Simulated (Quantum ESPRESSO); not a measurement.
# H on top sites of RuAl(110), stepped through the coverage, part 5 of 10

What law, if any, do the results for H on top sites of RuAl(110) follow against the coverage?

Quantum ESPRESSO 7.5; plane-wave DFT, PBE, GBRV ultrasoft pseudopotentials.

So far. Step 6 (SCF with pw.x, 0 ML): The vacuum levels are read from the outermost 0.7 Å of the cell on either side. Step 6 (SCF with pw.x, 0 ML): Inside the slab this potential holds the local part of the pseudopotentials, which can be repulsive at the nuclei; only its value in the vacuum has a meaning of its own.

The structure was built from a prototype and need not be the compound's stable phase.

## 7. Relaxing the ions, 0.1667 ML

System of this step: RuAl(110), 3 layers, 6 sites a cell, 1 H on top sites. The cell holds 37 atoms: 18 Ru, 18 Al and 1 H. Its edges and angles: a = 9.012 Å, b = 8.494 Å, c = 20.085 Å, α = 90.0°, β = 90.0°, γ = 90.0°. It derives from RuAl. Vacuum lies along c.

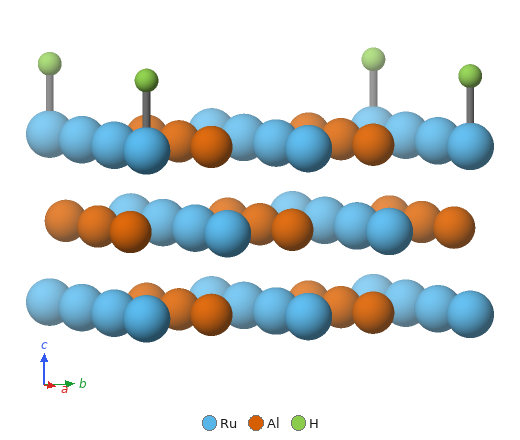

The cell of this step (ruthenium blue, aluminium orange, hydrogen green). Some periodic images of atoms are drawn too.

The input, m1.relax.in:

```
&control
  prefix = 'm1.relax'
  outdir = './out'
  pseudo_dir = './pseudo'
  nstep = 70
  forc_conv_thr = 0.0015
  calculation = 'relax'
/
&system
  ibrav = 0
  nat = 37
  ntyp = 3
  ecutwfc = 40
  ecutrho = 200
  occupations = 'smearing'
  smearing = 'mv'
  degauss = 0.02
/
&electrons
  conv_thr = 1e-07
  mixing_beta = 0.3
  electron_maxstep = 120
  mixing_mode = 'local-TF'
/
&ions
/
ATOMIC_SPECIES
  Ru  101.0700  ru_pbe_v1.2.uspp.F.UPF
  Al  26.9815  al_pbe_v1.uspp.F.UPF
  H   1.0080  h_pbe_v1.4.uspp.F.UPF
CELL_PARAMETERS angstrom
  9.01194874200000 0.00000000000000 0.00000000000000
  0.00000000000000 8.49361459400000 0.00000000000000
  0.00000000000000 0.00000000000000 20.08508896083147
ATOMIC_POSITIONS crystal
  Ru  0.000000000000 0.000000000000 0.350026277322 0 0 0
  Ru  0.000000000000 0.500000000000 0.350026277322 0 0 0
  Ru  0.333333333300 0.000000000000 0.350026277322 0 0 0
  Ru  0.333333333300 0.500000000000 0.350026277322 0 0 0
  Ru  0.666666666700 0.000000000000 0.350026277322 0 0 0
  Ru  0.666666666700 0.500000000000 0.350026277322 0 0 0
  Al  0.166666666700 0.250000000000 0.350026277322 0 0 0
  Al  0.166666666700 0.750000000000 0.350026277322 0 0 0
  Al  0.500000000000 0.250000000000 0.350026277322 0 0 0
  Al  0.500000000000 0.750000000000 0.350026277322 0 0 0
  Al  0.833333333300 0.250000000000 0.350026277322 0 0 0
  Al  0.833333333300 0.750000000000 0.350026277322 0 0 0
  Ru  0.000000000000 0.250000000000 0.455746677796 0 0 0
  Ru  0.000000000000 0.750000000000 0.455746677796 0 0 0
  Ru  0.333333333300 0.250000000000 0.455746677796 0 0 0
  Ru  0.333333333300 0.750000000000 0.455746677796 0 0 0
  Ru  0.666666666700 0.250000000000 0.455746677796 0 0 0
  Ru  0.666666666700 0.750000000000 0.455746677796 0 0 0
  Al  0.166666666700 0.000000000000 0.455746677796 0 0 0
  Al  0.166666666700 0.500000000000 0.455746677796 0 0 0
  Al  0.500000000000 0.000000000000 0.455746677796 0 0 0
  Al  0.500000000000 0.500000000000 0.455746677796 0 0 0
  Al  0.833333333300 0.000000000000 0.455746677796 0 0 0
  Al  0.833333333300 0.500000000000 0.455746677796 0 0 0
  Ru  0.000000000000 0.000000000000 0.561467078270
  Ru  0.000000000000 0.500000000000 0.561467078270
  Ru  0.333333333300 0.000000000000 0.561467078270
  Ru  0.333333333300 0.500000000000 0.561467078270
  Ru  0.666666666700 0.000000000000 0.561467078270
  Ru  0.666666666700 0.500000000000 0.561467078270
  Al  0.166666666700 0.250000000000 0.561467078270
  Al  0.166666666700 0.750000000000 0.561467078270
  Al  0.500000000000 0.250000000000 0.561467078270
  Al  0.500000000000 0.750000000000 0.561467078270
  Al  0.833333333300 0.250000000000 0.561467078270
  Al  0.833333333300 0.750000000000 0.561467078270
  H   0.000000000000 0.000000000000 0.649973722678
K_POINTS automatic
  3 3 1 0 0 0
```

Started as:

```bash
OMP_NUM_THREADS=1 mpirun -n 16 pw.x -nk 1 -in m1.relax.in > m1.relax.out
```

The program printed:

```text
[banner, memory and clock lines left out]
Program PWSCF v.7.5 starts
[...]
Message from routine setup:
[...]
number of electrons       =       343.00
     number of Kohn-Sham states=          206
     kinetic-energy cutoff     =      40.0000  Ry
     charge density cutoff     =     200.0000  Ry
[...]
number of k points=     4  Marzari-Vanderbilt smearing, width (Ry)=  0.0200
[...]
Dense  grid:   495575 G-vectors     FFT dimensions: (  80,  75, 180)
[...]
negative rho (up, down):  1.412E+00 0.000E+00
     Starting wfcs are  307 randomized atomic wfcs
[...]
negative rho (up, down):  1.373E+00 0.000E+00
[...]
estimated scf accuracy    <      44.80785528 Ry
[...]
negative rho (up, down):  1.340E+00 0.000E+00
[...]
estimated scf accuracy    <      18.22177198 Ry
[...]
negative rho (up, down):  1.347E+00 0.000E+00
[...]
estimated scf accuracy    <       2.22003467 Ry
[...]
negative rho (up, down):  1.354E+00 0.000E+00
[...]
estimated scf accuracy    <       0.39697994 Ry
[...]
negative rho (up, down):  1.371E+00 0.000E+00
[...]
estimated scf accuracy    <       0.16988448 Ry
[...]
negative rho (up, down):  1.375E+00 0.000E+00
[...]
estimated scf accuracy    <       0.03062429 Ry
[...]
negative rho (up, down):  1.375E+00 0.000E+00
[...]
estimated scf accuracy    <       0.01273378 Ry
[...]
negative rho (up, down):  1.377E+00 0.000E+00
[...]
estimated scf accuracy    <       0.00397112 Ry
[...]
negative rho (up, down):  1.375E+00 0.000E+00
[...]
estimated scf accuracy    <       0.00197704 Ry
[...]
negative rho (up, down):  1.371E+00 0.000E+00
[...]
estimated scf accuracy    <       0.00100088 Ry
[...]
negative rho (up, down):  1.370E+00 0.000E+00
[...]
estimated scf accuracy    <       0.00033974 Ry
[...]
negative rho (up, down):  1.371E+00 0.000E+00
[...]
estimated scf accuracy    <       0.00021706 Ry
[...]
negative rho (up, down):  1.372E+00 0.000E+00
[...]
estimated scf accuracy    <       0.00006313 Ry
[...]
negative rho (up, down):  1.372E+00 0.000E+00
[...]
estimated scf accuracy    <       0.00002061 Ry
[...]
negative rho (up, down):  1.373E+00 0.000E+00
[...]
estimated scf accuracy    <       0.00000801 Ry
[...]
negative rho (up, down):  1.373E+00 0.000E+00
[...]
estimated scf accuracy    <       0.00000102 Ry
[...]
negative rho (up, down):  1.373E+00 0.000E+00
[...]
estimated scf accuracy    <       0.00000033 Ry
[...]
negative rho (up, down):  1.373E+00 0.000E+00
[...]
estimated scf accuracy    <       0.00000011 Ry
[...]
negative rho (up, down):  1.373E+00 0.000E+00
[...]
the Fermi energy is     1.8827 ev
!    total energy              =   -3618.67041177 Ry
     estimated scf accuracy    <       0.00000002 Ry
     smearing contrib. (-TS)   =       0.02313515 Ry
     internal energy E=F+TS    =   -3618.69354692 Ry
[...]
one-electron contribution =  -17671.34806205 Ry
     hartree contribution      =    8847.88975370 Ry
     xc contribution           =    -545.39404336 Ry
     ewald contribution        =    5750.15880479 Ry
     convergence has been achieved in  19 iterations
     negative rho (up, down):  1.373E+00 0.000E+00
[...]
Total force =     0.076203     Total SCF correction =     0.000122
[...]
negative rho (up, down):  1.370E+00 0.000E+00
[...]
negative rho (up, down):  1.370E+00 0.000E+00
[...]
estimated scf accuracy    <       0.00240288 Ry
[...]
negative rho (up, down):  1.370E+00 0.000E+00
[...]
estimated scf accuracy    <       0.00073956 Ry
[...]
negative rho (up, down):  1.370E+00 0.000E+00
[...]
estimated scf accuracy    <       0.00034026 Ry
[...]
negative rho (up, down):  1.370E+00 0.000E+00
[...]
estimated scf accuracy    <       0.00003187 Ry
[...]
negative rho (up, down):  1.370E+00 0.000E+00
[...]
estimated scf accuracy    <       0.00000452 Ry
[...]
negative rho (up, down):  1.370E+00 0.000E+00
[...]
estimated scf accuracy    <       0.00000199 Ry
[...]
negative rho (up, down):  1.370E+00 0.000E+00
[...]
estimated scf accuracy    <       0.00000045 Ry
[...]
negative rho (up, down):  1.370E+00 0.000E+00
[...]
estimated scf accuracy    <       0.00000021 Ry
[...]
negative rho (up, down):  1.370E+00 0.000E+00
[...]
the Fermi energy is     1.8820 ev
!    total energy              =   -3618.67529881 Ry
     estimated scf accuracy    <       0.00000010 Ry
     smearing contrib. (-TS)   =       0.02310432 Ry
     internal energy E=F+TS    =   -3618.69840313 Ry
[...]
one-electron contribution =  -17675.70509493 Ry
     hartree contribution      =    8850.08461381 Ry
     xc contribution           =    -545.41695560 Ry
     ewald contribution        =    5752.33903359 Ry
     convergence has been achieved in   9 iterations
     negative rho (up, down):  1.370E+00 0.000E+00
[...]
Total force =     0.051922     Total SCF correction =     0.001006
[...]
negative rho (up, down):  1.371E+00 0.000E+00
[...]
negative rho (up, down):  1.371E+00 0.000E+00
[...]
estimated scf accuracy    <       0.00499190 Ry
[...]
negative rho (up, down):  1.371E+00 0.000E+00
[...]
estimated scf accuracy    <       0.00096869 Ry
[...]
negative rho (up, down):  1.371E+00 0.000E+00
[...]
estimated scf accuracy    <       0.00063194 Ry
[...]
negative rho (up, down):  1.371E+00 0.000E+00
[...]
estimated scf accuracy    <       0.00008490 Ry
[...]
negative rho (up, down):  1.371E+00 0.000E+00
[...]
estimated scf accuracy    <       0.00000911 Ry
[...]
negative rho (up, down):  1.371E+00 0.000E+00
[...]
estimated scf accuracy    <       0.00000443 Ry
[...]
negative rho (up, down):  1.371E+00 0.000E+00
[...]
estimated scf accuracy    <       0.00000187 Ry
[...]
negative rho (up, down):  1.371E+00 0.000E+00
[...]
estimated scf accuracy    <       0.00000099 Ry
[...]
negative rho (up, down):  1.371E+00 0.000E+00
[...]
estimated scf accuracy    <       0.00000042 Ry
[...]
negative rho (up, down):  1.371E+00 0.000E+00
[...]
estimated scf accuracy    <       0.00000010 Ry
[...]
negative rho (up, down):  1.371E+00 0.000E+00
[...]
estimated scf accuracy    <       0.00000004 Ry
[...]
negative rho (up, down):  1.371E+00 0.000E+00
[...]
the Fermi energy is     1.8832 ev
!    total energy              =   -3618.67834363 Ry
     estimated scf accuracy    <       0.00000002 Ry
     smearing contrib. (-TS)   =       0.02300780 Ry
     internal energy E=F+TS    =   -3618.70135143 Ry
[...]
one-electron contribution =  -17685.61340643 Ry
     hartree contribution      =    8855.04150214 Ry
     xc contribution           =    -545.44747515 Ry
     ewald contribution        =    5757.31802801 Ry
     convergence has been achieved in  12 iterations
     negative rho (up, down):  1.371E+00 0.000E+00
[...]
Total force =     0.026686     Total SCF correction =     0.000238
[...]
negative rho (up, down):  1.368E+00 0.000E+00
[...]
negative rho (up, down):  1.368E+00 0.000E+00
[...]
estimated scf accuracy    <       0.01922909 Ry
[...]
negative rho (up, down):  1.368E+00 0.000E+00
[...]
estimated scf accuracy    <       0.00231477 Ry
[...]
negative rho (up, down):  1.368E+00 0.000E+00
[...]
estimated scf accuracy    <       0.00177588 Ry
[...]
negative rho (up, down):  1.368E+00 0.000E+00
[...]
estimated scf accuracy    <       0.00034204 Ry
[...]
negative rho (up, down):  1.368E+00 0.000E+00
[...]
estimated scf accuracy    <       0.00002509 Ry
[...]
negative rho (up, down):  1.368E+00 0.000E+00
[...]
estimated scf accuracy    <       0.00001367 Ry
[...]
negative rho (up, down):  1.368E+00 0.000E+00
[...]
estimated scf accuracy    <       0.00000654 Ry
[...]
negative rho (up, down):  1.368E+00 0.000E+00
[...]
estimated scf accuracy    <       0.00000272 Ry
[...]
negative rho (up, down):  1.368E+00 0.000E+00
[...]
estimated scf accuracy    <       0.00000105 Ry
[...]
negative rho (up, down):  1.368E+00 0.000E+00
[...]
estimated scf accuracy    <       0.00000032 Ry
[...]
negative rho (up, down):  1.368E+00 0.000E+00
[...]
estimated scf accuracy    <       0.00000013 Ry
[...]
negative rho (up, down):  1.368E+00 0.000E+00
[...]
estimated scf accuracy    <       0.00000006 Ry
[...]
negative rho (up, down):  1.368E+00 0.000E+00
[...]
estimated scf accuracy    <       0.00000005 Ry
[...]
negative rho (up, down):  1.368E+00 0.000E+00
[...]
estimated scf accuracy    <       0.00000003 Ry
[...]
negative rho (up, down):  1.368E+00 0.000E+00
[...]
the Fermi energy is     1.8845 ev
!    total energy              =   -3618.67946173 Ry
     estimated scf accuracy    <          5.4E-09 Ry
     smearing contrib. (-TS)   =       0.02286283 Ry
     internal energy E=F+TS    =   -3618.70232455 Ry
[...]
one-electron contribution =  -17704.88819977 Ry
     hartree contribution      =    8864.68841365 Ry
     xc contribution           =    -545.48658816 Ry
     ewald contribution        =    5766.98404974 Ry
     convergence has been achieved in  15 iterations
     negative rho (up, down):  1.368E+00 0.000E+00
[...]
Total force =     0.022890     Total SCF correction =     0.000095
[...]
negative rho (up, down):  1.367E+00 0.000E+00
[...]
negative rho (up, down):  1.367E+00 0.000E+00
[...]
estimated scf accuracy    <       0.01075633 Ry
[...]
negative rho (up, down):  1.367E+00 0.000E+00
[...]
estimated scf accuracy    <       0.00105256 Ry
[...]
negative rho (up, down):  1.367E+00 0.000E+00
[...]
estimated scf accuracy    <       0.00085647 Ry
[...]
negative rho (up, down):  1.367E+00 0.000E+00
[...]
estimated scf accuracy    <       0.00017800 Ry
[...]
negative rho (up, down):  1.367E+00 0.000E+00
[...]
estimated scf accuracy    <       0.00001193 Ry
[...]
negative rho (up, down):  1.367E+00 0.000E+00
[...]
estimated scf accuracy    <       0.00000693 Ry
[...]
negative rho (up, down):  1.367E+00 0.000E+00
[...]
estimated scf accuracy    <       0.00000299 Ry
[...]
negative rho (up, down):  1.367E+00 0.000E+00
[...]
estimated scf accuracy    <       0.00000094 Ry
[...]
negative rho (up, down):  1.367E+00 0.000E+00
[...]
estimated scf accuracy    <       0.00000039 Ry
[...]
negative rho (up, down):  1.367E+00 0.000E+00
[...]
estimated scf accuracy    <       0.00000014 Ry
[...]
negative rho (up, down):  1.367E+00 0.000E+00
[...]
estimated scf accuracy    <       0.00000005 Ry
[...]
negative rho (up, down):  1.368E+00 0.000E+00
[...]
estimated scf accuracy    <       0.00000003 Ry
[...]
negative rho (up, down):  1.368E+00 0.000E+00
[...]
estimated scf accuracy    <       0.00000001 Ry
[...]
negative rho (up, down):  1.368E+00 0.000E+00
[...]
negative rho (up, down):  1.356E+00 0.000E+00
[...]
estimated scf accuracy    <       0.00048502 Ry
[...]
negative rho (up, down):  1.356E+00 0.000E+00
[...]
estimated scf accuracy    <       0.00003613 Ry
[...]
negative rho (up, down):  1.356E+00 0.000E+00
[...]
estimated scf accuracy    <       0.00002087 Ry
[...]
negative rho (up, down):  1.356E+00 0.000E+00
[...]
estimated scf accuracy    <       0.00000952 Ry
[...]
negative rho (up, down):  1.356E+00 0.000E+00
[...]
estimated scf accuracy    <       0.00000328 Ry
[...]
negative rho (up, down):  1.357E+00 0.000E+00
[...]
estimated scf accuracy    <       0.00000125 Ry
[...]
negative rho (up, down):  1.357E+00 0.000E+00
[...]
estimated scf accuracy    <       0.00000047 Ry
[...]
negative rho (up, down):  1.357E+00 0.000E+00
[...]
estimated scf accuracy    <       0.00000020 Ry
[...]
negative rho (up, down):  1.357E+00 0.000E+00
[...]
estimated scf accuracy    <       0.00000009 Ry
[...]
negative rho (up, down):  1.357E+00 0.000E+00
[...]
estimated scf accuracy    <       0.00000005 Ry
[...]
negative rho (up, down):  1.357E+00 0.000E+00
[...]
estimated scf accuracy    <          7.0E-09 Ry
[...]
negative rho (up, down):  1.357E+00 0.000E+00
[...]
the Fermi energy is     1.8891 ev
!    total energy              =   -3618.68110096 Ry
     estimated scf accuracy    <          2.8E-09 Ry
     smearing contrib. (-TS)   =       0.02269563 Ry
     internal energy E=F+TS    =   -3618.70379659 Ry
[...]
one-electron contribution =  -17772.15546602 Ry
     hartree contribution      =    8898.36164933 Ry
     xc contribution           =    -545.56323545 Ry
     ewald contribution        =    5800.65325555 Ry
     convergence has been achieved in  15 iterations
     negative rho (up, down):  1.357E+00 0.000E+00
[...]
Total force =     0.006337     Total SCF correction =     0.000088
[...]
negative rho (up, down):  1.356E+00 0.000E+00
[...]
negative rho (up, down):  1.356E+00 0.000E+00
[...]
estimated scf accuracy    <       0.00449449 Ry
[...]
```

Elapsed: 33 min, on 16 MPI ranks of Arm Neoverse V1, shared host; peak memory 4.2 GiB; 8.8 h of CPU time.

Step by step:

```csv
step,energy less that of the first step (eV),largest force (eV/Å)
1,0.0000,1.3417
2,-0.0665,0.9596
3,-0.1079,0.4703
4,-0.1231,0.4915
5,-0.1297,0.4597
6,-0.1352,0.3807
7,-0.1410,0.2644
8,-0.1454,0.0969
9,-0.1465,0.0954
10,-0.1473,0.0862
11,-0.1482,0.0604
12,-0.1490,0.0250
```

The atoms that moved most (Å):

```csv
atom,dx,dy,dz,length
H37,0.000,0.000,-0.157,0.157
Ru27,0.013,0.000,-0.044,0.046
Ru29,-0.013,0.000,-0.044,0.046
Ru26,0.000,0.000,-0.045,0.045
Ru30,0.014,0.000,-0.040,0.043
Ru28,-0.014,0.000,-0.040,0.043
Al33,0.000,0.009,-0.035,0.036
Al34,0.000,-0.009,-0.035,0.036
```

Final coordinates:

```cif
data_structure
_symmetry_space_group_name_H-M 'P 1'
_symmetry_Int_Tables_number 1
_cell_length_a 9.0119
_cell_length_b 8.4936
_cell_length_c 20.0851
_cell_angle_alpha 90.000
_cell_angle_beta 90.000
_cell_angle_gamma 90.000
_cell_volume 1537.39
loop_
_atom_site_label
_atom_site_type_symbol
_atom_site_fract_x
_atom_site_fract_y
_atom_site_fract_z
_atom_site_occupancy
Ru1 Ru 0.00000 0.00000 0.35003 1
Ru2 Ru 0.00000 0.50000 0.35003 1
Ru3 Ru 0.33333 0.00000 0.35003 1
Ru4 Ru 0.33333 0.50000 0.35003 1
Ru5 Ru 0.66667 0.00000 0.35003 1
Ru6 Ru 0.66667 0.50000 0.35003 1
Al7 Al 0.16667 0.25000 0.35003 1
Al8 Al 0.16667 0.75000 0.35003 1
Al9 Al 0.50000 0.25000 0.35003 1
Al10 Al 0.50000 0.75000 0.35003 1
Al11 Al 0.83333 0.25000 0.35003 1
Al12 Al 0.83333 0.75000 0.35003 1
Ru13 Ru 0.00000 0.25000 0.45575 1
Ru14 Ru 0.00000 0.75000 0.45575 1
Ru15 Ru 0.33333 0.25000 0.45575 1
Ru16 Ru 0.33333 0.75000 0.45575 1
Ru17 Ru 0.66667 0.25000 0.45575 1
Ru18 Ru 0.66667 0.75000 0.45575 1
Al19 Al 0.16667 0.00000 0.45575 1
Al20 Al 0.16667 0.50000 0.45575 1
Al21 Al 0.50000 0.00000 0.45575 1
Al22 Al 0.50000 0.50000 0.45575 1
Al23 Al 0.83333 0.00000 0.45575 1
Al24 Al 0.83333 0.50000 0.45575 1
Ru25 Ru 0.00000 0.00000 0.56081 1
Ru26 Ru 0.00000 0.50000 0.55921 1
Ru27 Ru 0.33478 0.00000 0.55928 1
Ru28 Ru 0.33178 0.50000 0.55945 1
Ru29 Ru 0.66522 0.00000 0.55928 1
Ru30 Ru 0.66822 0.50000 0.55945 1
Al31 Al 0.16584 0.24809 0.56109 1
Al32 Al 0.16584 0.75191 0.56109 1
Al33 Al 0.50000 0.25101 0.55974 1
Al34 Al 0.50000 0.74899 0.55974 1
Al35 Al 0.83416 0.24809 0.56109 1
Al36 Al 0.83416 0.75191 0.56109 1
H37 H 0.00000 0.00000 0.64217 1
```

The relaxation lowers the energy by 4 meV an atom. On the free atoms the largest force ends at 0.025 eV/Å.

Numbers from this step:

```
free energy  : -49234.6681 eV
Fermi energy : 1.893 eV
```

(Part 5 of 10 ends here.)

[Logs are printed without paths, hosts, clocks, repeated set-up lines and the standing remarks that a program may print on its own settings, such as how far it seeks lower states.]

[Hosts, paths, dates, database ids (printed as entryN), source tags and the programs' standing remarks are cut or masked in the printed files.]

[Maps of the electrostatic potential energy from Ansatz leave out the sawtooth potential of an applied field or a dipole correction, so their vacuum need not be flat; planar profiles and work functions include it.]
